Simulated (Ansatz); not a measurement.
## Mending a single-point calculation on Cu

System: Cu (I4/mmm, 2 atoms in the cell).
Method of run A: DFT, r2SCAN, plane waves, PAW, no spin polarisation (Ansatz 0.2.0).

The structure derives from a Materials Project entry. Some settings of this run were made unusual or wrong on purpose. Text and figures count atoms from 1; the logs count them from 0 in places.

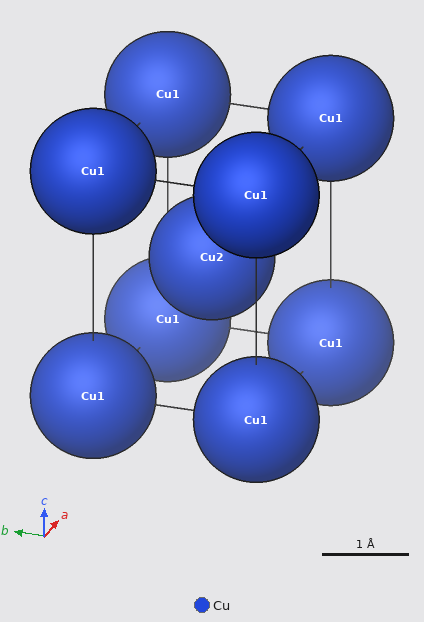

Fig. 1: The structure (spheres-only view of the reduced cell, seen at an oblique angle; atoms are numbered from 1 in the order of the input).

**Input, run A**
```yaml
crystal:
  lattice:
    - [3.04814163, 0.0, -0.00011008]
    - [0.0, 3.04814163, 0.0]
    - [-1.52411871, 0.0, 1.28451242]
  atoms:
    - { symbol: Cu, position: [0.0, 0.0, 0.0] }
    - { symbol: Cu, position: [0.5, 0.5, 0.0] }
basis:
  ecutwfc: 500
kpoints:
  mp_grid: { grid: [9, 9, 20] }
hamiltonian:
  xc: r2scan
scf:
  occupations: { method: gaussian, width: 0.1 }
  max_iter: 100
output:
  forces: true
  eigenvalues: true
  stress: true
```

Launched with:
```bash
ansatz run input.yaml --threads 8 --pin off --max-ram 20480MiB --backend cpu --events-out ev --progress --plain --runs-dir out
```

Hardware: 8 threads of AMD EPYC (Zen 3), 189 GiB of memory available, shared host.

**Output, shortened to warnings, some set-up lines, iterations and results (run A)**
```
Basis set: ecut = 500 eV, 327 PW (Γ), exchange–correlation on 96×96×60 points (64 copies of the dense FFT grid, shifted against one another)
Symmetry: 8 space group operations
k-points: 455 of 1620
Initial density: superposition of atomic densities (neutral atoms: chi_scale 0, normalization atom), corrected by the library's trained network
[...]
SCF iter   1: F=—  HF=-13252.903851 eV  |F-HF|=—  |Δ(HF+E_count)|=         —  Δρ=5.51e-2  dr2=1.65e-1  dr2_τ=4.74e-2  ethr=1.77e-3  ⟨swp⟩=4.7  Hψ=41004  notcnv=0
SCF iter   2: F=—  HF=-13252.943949 eV  |F-HF|=—  |Δ(HF+E_count)|=   4.01e-2  Δρ=1.08e-2  dr2=8.02e-3  dr2_τ=3.05e-3  ethr=4.35e-4  ⟨swp⟩=2.8  Hψ=21355  notcnv=0  defer=74
SCF iter   3: F=—  HF=-13252.940193 eV  |F-HF|=—  |Δ(HF+E_count)|=   3.76e-3  Δρ=1.12e-2  dr2=7.75e-3  dr2_τ=4.94e-5  ethr=2.11e-5  ⟨swp⟩=2.1  Hψ=17392  notcnv=0  defer=74
SCF iter   4: F=—  HF=-13252.937661 eV  |F-HF|=—  |Δ(HF+E_count)|=   2.53e-3  Δρ=2.50e-3  dr2=3.30e-4  dr2_τ=2.03e-6  ethr=2.04e-5  ⟨swp⟩=2.5  Hψ=15945  notcnv=0  defer=74
SCF iter   5: F=—  HF=-13252.937761 eV  |F-HF|=—  |Δ(HF+E_count)|=   9.98e-5  Δρ=2.58e-4  dr2=2.65e-6  dr2_τ=6.25e-8  ethr=8.68e-7  ⟨swp⟩=2.0  Hψ=15101  notcnv=0  defer=74
SCF iter   6: F=—  HF=-13252.937775 eV  |F-HF|=—  |Δ(HF+E_count)|=   1.47e-5  Δρ=4.21e-5  dr2=1.02e-7  dr2_τ=5.32e-9  ethr=6.98e-9  ⟨swp⟩=2.0  Hψ=19033  notcnv=0  defer=74
SCF iter   7: F=-13252.937775 eV  HF=-13252.937775 eV  |F-HF|=4.89e-10  |Δ(HF+E_count)|=   1.63e-8  Δρ=4.42e-6  dr2=1.14e-9  dr2_τ=8.50e-12  ethr=2.63e-10  ⟨swp⟩=6.1  …
SCF 1 converged in 7 iterations: F = -13252.937775 eV  dr2 = 1.14e-9
SCF converged after 7 iterations
Free energy (F): -13252.937775 eV
Harris-Foulkes:  -13252.937775 eV  (|F-HF|=4.89e-10)
Internal energy: -13252.935924 eV  (E = F + TS)
E sigma→0 (E₀):  -13252.936850 eV
Entropy (-TS):   -0.001852 eV (-0.926 meV/atom)
Fermi energy:    38.157287 eV
--- Per-component energies (eV) ---
  E_band       = -87.633513
  E_kinetic    = 630.538428
  E_local      = -5461.572056  (includes V_loc(G=0)·N_el)
  E_nonlocal   = 813.951320
  E_hartree    = 2585.171600
  E_xc         = -181.678194
  E_vxc        = -271.395145  (∫ρ·V_xc dr)
  E_paw        = -3361.805612  (= ΣΔE_a)
  E_vpaw       = -989.532628  (= ΣTr[D̂ρ^β])
  E_aug_tail   = 0.000322  (compensation charges beyond the density's cutoff)
  E_vtau       = 20.029609  (kinetic-family band-sum trace: ∫τ·v_τ [+ j·A + Jᵃ·Aᵃ] dr)
  E_ewald      = -8276.939517
  E_core_change = -0.602216  (= ΣΔE_core)
  E_smearing   = -0.001852  (= −TS)
  E_closure    = -0.000000  (closes the sum)
  Σ components = -13252.937775   (vs F -13252.937775, Δ=0.00e0)
--- Forces (eV/Å), atoms counted from 1 ---
  atom   1  Cu    -0.00000000     0.00000000     0.00000000
  atom   2  Cu     0.00000000     0.00000000    -0.00000000
  max |Σ_I F_I| component: 9.86e-30 eV/Å
--- Stress (GPa, compression-positive) ---
      512.693188       0.000000       0.156920
        0.000000     513.617208       0.000000
        0.156920       0.000000     527.180468
  P = ⅓ Tr σ = 517.8303 GPa (5178.303 kbar)
```

> What should be changed in this input?

The input was spoiled on purpose: a lattice far too small (`crystal.lattice`). The atoms are squeezed together and the pressure is enormous. The run converged all the same; its numbers are those of the faulty input and shouldn't be used.

A run of the same system that converges differs from this input as follows (lines with − go, lines with + come):
```diff
-    - [3.04814163, 0.0, -0.00011008]
-    - [0.0, 3.04814163, 0.0]
-    - [-1.52411871, 0.0, 1.28451242]
+    - [3.8101770334, 0.0, -0.0001376054]
+    - [0.0, 3.8101770359, 0.0]
+    - [-1.9051483824, 0.0, 1.6056405224]
-  max_iter: 100
+  write_density: true
+  write_potential: true
+  elf: true
+  volumetric_format: npy
```

**Output, shortened to warnings, some set-up lines, iterations and results (run B)**
```
Basis set: ecut = 500 eV, 607 PW (Γ), exchange–correlation on 120×120×80 points (64 copies of the dense FFT grid, shifted against one another)
Symmetry: 8 space group operations
k-points: 455 of 1620
Initial density: superposition of atomic densities (neutral atoms: chi_scale 0, normalization atom), corrected by the library's trained network
[...]
SCF iter   1: F=—  HF=-13262.467485 eV  |F-HF|=—  |Δ(HF+E_count)|=         —  Δρ=4.05e-2  dr2=2.09e-1  dr2_τ=1.59e-3  ethr=1.77e-3  ⟨swp⟩=5.0  Hψ=38206  notcnv=0
SCF iter   2: F=—  HF=-13262.444444 eV  |F-HF|=—  |Δ(HF+E_count)|=   2.30e-2  Δρ=1.13e-2  dr2=1.04e-2  dr2_τ=2.43e-3  ethr=5.50e-4  ⟨swp⟩=2.1  Hψ=20522  notcnv=0  defer=67
SCF iter   3: F=—  HF=-13262.431027 eV  |F-HF|=—  |Δ(HF+E_count)|=   1.34e-2  Δρ=6.42e-3  dr2=6.40e-3  dr2_τ=5.03e-5  ethr=2.74e-5  ⟨swp⟩=2.0  Hψ=20780  notcnv=0  defer=67
SCF iter   4: F=—  HF=-13262.429137 eV  |F-HF|=—  |Δ(HF+E_count)|=   1.89e-3  Δρ=8.52e-4  dr2=4.92e-5  dr2_τ=4.03e-6  ethr=1.68e-5  ⟨swp⟩=1.9  Hψ=13964  notcnv=0  defer=67
SCF iter   5: F=—  HF=-13262.429236 eV  |F-HF|=—  |Δ(HF+E_count)|=   9.96e-5  Δρ=1.62e-4  dr2=1.14e-6  dr2_τ=9.03e-8  ethr=1.29e-7  ⟨swp⟩=2.0  Hψ=19319  notcnv=0  defer=67
SCF iter   6: F=—  HF=-13262.429246 eV  |F-HF|=—  |Δ(HF+E_count)|=   9.36e-6  Δρ=4.09e-5  dr2=1.21e-7  dr2_τ=5.32e-9  ethr=2.63e-10  ⟨swp⟩=10.0  Hψ=88289  notcnv=0
SCF iter   7: F=-13262.429246 eV  HF=-13262.429246 eV  |F-HF|=7.07e-9  |Δ(HF+E_count)|=   1.67e-7  Δρ=6.79e-6  dr2=7.37e-9  dr2_τ=4.93e-11  ethr=2.63e-10  ⟨swp⟩=8.3  Hψ=68079 …
SCF 1 converged in 7 iterations: F = -13262.429246 eV  dr2 = 7.37e-9
SCF converged after 7 iterations
Free energy (F): -13262.429246 eV
Harris-Foulkes:  -13262.429246 eV  (|F-HF|=7.07e-9)
Internal energy: -13262.425389 eV  (E = F + TS)
E sigma→0 (E₀):  -13262.427318 eV
Entropy (-TS):   -0.003857 eV (-1.928 meV/atom)
Fermi energy:    16.859848 eV
--- Per-component energies (eV) ---
  E_band       = -762.980199
  E_kinetic    = 599.607880
  E_local      = -8074.463384  (includes V_loc(G=0)·N_el)
  E_nonlocal   = 791.358861
  E_hartree    = 3567.590621
  E_xc         = -167.497090
  E_vxc        = -249.178660  (∫ρ·V_xc dr)
  E_paw        = -3356.868750  (= ΣΔE_a)
  E_vpaw       = -983.408411  (= ΣTr[D̂ρ^β])
  E_aug_tail   = 0.000314  (compensation charges beyond the density's cutoff)
  E_vtau       = 17.931878  (kinetic-family band-sum trace: ∫τ·v_τ [+ j·A + Jᵃ·Aᵃ] dr)
  E_ewald      = -6621.551624
  E_core_change = -0.602216  (= ΣΔE_core)
  E_smearing   = -0.003857  (= −TS)
  E_closure    = 0.000000  (closes the sum)
  Σ components = -13262.429246   (vs F -13262.429246, Δ=0.00e0)
--- Forces (eV/Å), atoms counted from 1 ---
  atom   1  Cu    -0.00000000     0.00000000     0.00000000
  atom   2  Cu    -0.00000000    -0.00000000     0.00000000
  max |Σ_I F_I| component: 1.44e-29 eV/Å
--- Stress (GPa, compression-positive) ---
       -3.653259       0.000000       0.025127
        0.000000      -3.635556       0.000000
        0.025127       0.000000      -0.024896
  P = ⅓ Tr σ = -2.4379 GPa (-24.379 kbar)
```

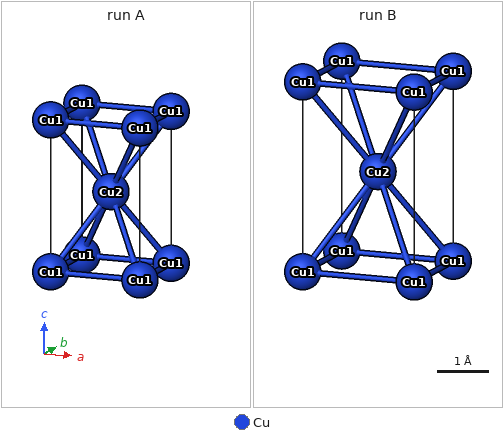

Fig. 2: The two input geometries at one scale (ball-and-stick view of the reduced cell, seen slightly off an axis). The atoms keep their places relative to the cell (all moves are under 0.005 Å). The drawn cell changes as follows: a 1.993 → 2.491 Å (+25.0 %), b 1.993 → 2.492 Å (+25.0 %), c 3.048 → 3.810 Å (+25.0 %); the volume changes by +95.3 %. Among the contacts that change: Cu1–Cu2 2.155 → 2.694 Å, Cu1–Cu1 1.993 → 2.492 Å.

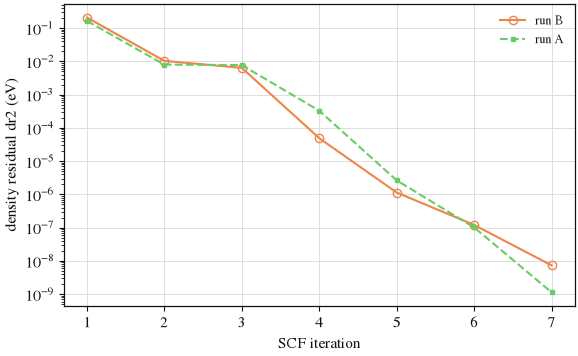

Fig. 3: Convergence of the two runs: density residual dr2 against the SCF iteration. Run B takes 7 iterations in all, and run A takes 7.

**The two runs side by side**

```tsv
quantity	run A	run B
outcome	converged	converged
free energy per atom (eV)	−6626.4689	−6631.2146
energy per atom, smearing taken to zero (eV)	−6626.4684	−6631.2137
gap on the mesh (eV)	0.00	0.00
pressure (GPa)	517.83	−2.44
volume per atom (Å³)	5.97	11.65
largest force (eV/Å)	0.000	0.000
SCF iterations	7	7
irreducible k-points	455	455
plane waves at Γ	327	607
wall time (shared host)	15 s	30 s
```

With the same functional and potentials, run B lies 4745.7 meV per atom lower. The pressure goes from 517.83 to −2.44 GPa. The volume per atom goes from 5.97 to 11.65 Å³. The number of SCF iterations is the same. The plane waves at Γ go from 327 to 607. On the same kind of shared host run B took about 2 times as long.
